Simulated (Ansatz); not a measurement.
# NiSi2/ZnS/NiSi2: predicting the conductance of a thicker barrier

Set-up. Ansatz 0.2.0, plane waves with PAW datasets, PBE. Interfaces are relaxed in a short slab (with D3(BJ) where the barrier is layered), set between ideal electrode layers that go on as semi-infinite leads, and the zero-bias conductance G at 300 K comes from T(E) on a typed mesh. The error is the largest of the program's estimates from energy step, mesh, the leads' potential steps and neutrality; its separate bound for narrow resonances between the energies solved isn't counted and can be far larger. The lower electrode is NiSi2 (fluorite 111), the upper NiSi2 (fluorite 111) and the barrier ZnS (wurtzite 0001), on a net of side 3.84 Å; d is the distance between the electrodes' last planes.

What is known so far:

```tsv
planes in the barrier	d (Å)	G (S/m²)	error (%)	lead step (meV)
4	8.80	1.47e13	26	10
8	15.13	6.65e11	31	10
```

**Question.** A further run has 12 planes, d = 21.46 Å. Fit G ∝ exp(−βd) to the rows shown and predict its conductance.

A: Through two points, β = ln(1.47e13 / 6.65e11) / (15.13 − 8.80) = 3.10 / 6.33 = 0.489 Å⁻¹. From the last point shown, G = 6.65e11 × exp(−0.489 × 6.33) = 3.00e10 S/m².

What the calculation gave: The run gave 2.96e10 S/m², with an error estimate of 34 % and a lead step of 10 meV. The prediction is 1.01 times that, a miss under 10 %.

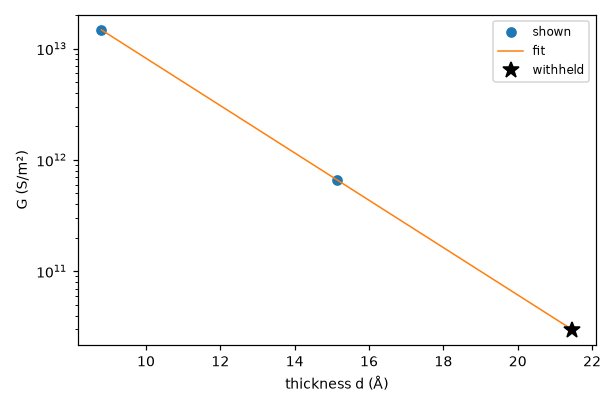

Fit and withheld run.

**Limits.** The interfaces are ideal, one cell wide, strained to a common net and relaxed from one registry with their symmetry kept. PBE's gaps are too small, so true decay constants are likely larger where the Fermi level lies deep in a gap. No spin-orbit coupling, phonons, disorder or image charges enter. The rows shown are chosen by tests on error estimates (under 100 to 120 %), lead steps (under 150 meV, though the program warns over 25), intact interfaces and, for fits, a steady trend in the rows shown; the data set holds 414 series of this kind, and not all pass.

[Logs are printed without paths, hosts, clocks, repeated set-up lines and the standing remarks that a program may print on its own settings, such as how far it seeks lower states.]
